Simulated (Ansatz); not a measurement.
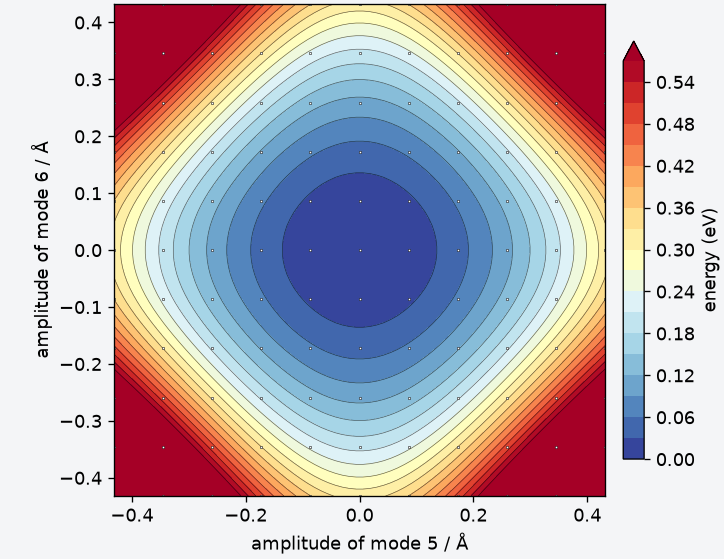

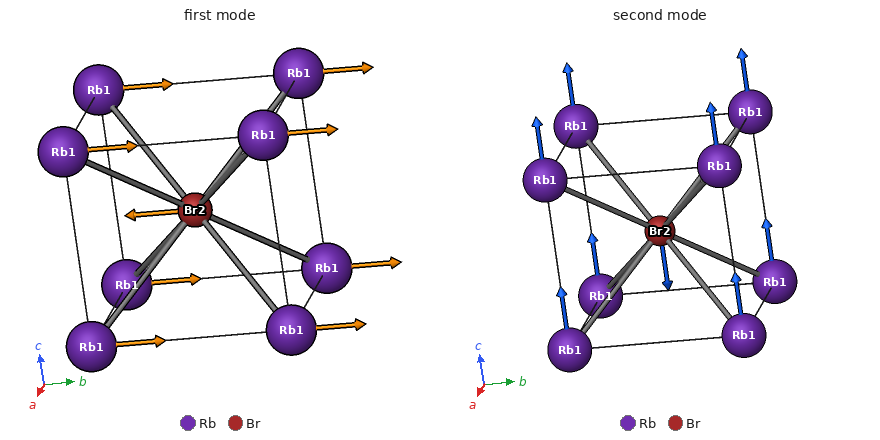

Energy landscape of RbBr (Pm-3m, No. 221; 2 atoms in the cell). The energy is mapped over two normal modes frozen in (zone-centre modes of the 2-atom cell of this scan). The first coordinate is: amplitude of mode 5 (75 cm⁻¹), largest displacement; the second: amplitude of mode 6 (75 cm⁻¹), largest displacement. Nothing is relaxed (the cell and all other modes fixed). Grid: 11 × 11 points; 21 points were computed and 100 follow by symmetry. Points are written as (first, second). Energies are in eV per cell, from the lowest grid point. Method: DFT PBEsol, scalar-relativistic, plane waves, PAW (Ansatz). Settings: cutoff 420 eV, k-mesh 6×6×6, gaussian smearing 0.05 eV, no spin polarisation.

The picture shows filled contours, dots at the grid points, one colour for all values above the top of the scale. Between grid points the surface is interpolated. The second picture is the structure at the lowest point

Describe this landscape.

The lowest grid point is at (0.000 Å, 0.000 Å). No other kind of well shows on this grid. The highest grid point, (−0.432 Å, −0.432 Å), lies 1.41 eV above the lowest. The gap on the k-mesh is 4.0 eV at the lowest point and runs from 4.0 to 4.2 eV over the map.

Grid values (eV):

| second ↓, first → | −0.432 | −0.346 | −0.259 | −0.173 | −0.086 | 0.000 | 0.086 | 0.173 | 0.259 | 0.346 | 0.432 |
| --- | --- | --- | --- | --- | --- | --- | --- | --- | --- | --- | --- |
| 0.432 | 1.41 | 1.02 | 0.71 | 0.49 | 0.36 | 0.32 | 0.36 | 0.49 | 0.71 | 1.02 | 1.41 |
| 0.346 | 1.02 | 0.72 | 0.49 | 0.33 | 0.23 | 0.20 | 0.23 | 0.33 | 0.49 | 0.72 | 1.02 |
| 0.259 | 0.71 | 0.49 | 0.32 | 0.21 | 0.13 | 0.11 | 0.13 | 0.21 | 0.32 | 0.49 | 0.71 |
| 0.173 | 0.49 | 0.33 | 0.21 | 0.12 | 0.07 | 0.05 | 0.07 | 0.12 | 0.21 | 0.33 | 0.49 |
| 0.086 | 0.36 | 0.23 | 0.13 | 0.07 | 0.03 | 0.01 | 0.03 | 0.07 | 0.13 | 0.23 | 0.36 |
| 0.000 | 0.32 | 0.20 | 0.11 | 0.05 | 0.01 | 0.00 | 0.01 | 0.05 | 0.11 | 0.20 | 0.32 |
| −0.086 | 0.36 | 0.23 | 0.13 | 0.07 | 0.03 | 0.01 | 0.03 | 0.07 | 0.13 | 0.23 | 0.36 |
| −0.173 | 0.49 | 0.33 | 0.21 | 0.12 | 0.07 | 0.05 | 0.07 | 0.12 | 0.21 | 0.33 | 0.49 |
| −0.259 | 0.71 | 0.49 | 0.32 | 0.21 | 0.13 | 0.11 | 0.13 | 0.21 | 0.32 | 0.49 | 0.71 |
| −0.346 | 1.02 | 0.72 | 0.49 | 0.33 | 0.23 | 0.20 | 0.23 | 0.33 | 0.49 | 0.72 | 1.02 |
| −0.432 | 1.41 | 1.02 | 0.71 | 0.49 | 0.36 | 0.32 | 0.36 | 0.49 | 0.71 | 1.02 | 1.41 |

Each point was launched as `ansatz run input.yaml --threads 1 --pin off --max-ram 2048MiB --backend cpu --events-out ev --progress --plain --runs-dir out`. Time for the 21 points that were run: 74 s on 1 thread of Intel(R) Xeon(R) Platinum 8488C (Sapphire Rapids), with other jobs on the host.
